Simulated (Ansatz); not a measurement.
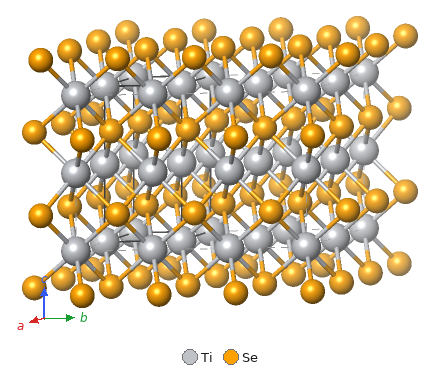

TiSe (space group P6_3/mmc, No. 194): the geometry relaxed at fixed volume with DFT PBEsol, scalar-relativistic, plane waves, PAW in Ansatz; the starting structure was generated, so it need not be a known form of this composition.

Bonds are taken as Se–Ti below 2.9 Å; no other contact counts. The graph is simplified in the usual way: terminal and isolated atoms are pruned, two-connected atoms become edges.

Question: What kind of net remains, and which atoms are its nodes?

Answer: A binodal (6,6)-connected, three-periodic net: Se is a 6-connected node; Ti is a 6-connected node, in the ratio 1:1.

Question: Does the net have a name?

Answer: It is the nia net, known from NiAs.

Question: Is the net interpenetrated?

Answer: It is a single net, without interpenetration.

Question: Give the point symbol of each node (shortest cycle at each angle).

Answer: Se: 4⁹·6⁶; Ti: 4¹²·6³.
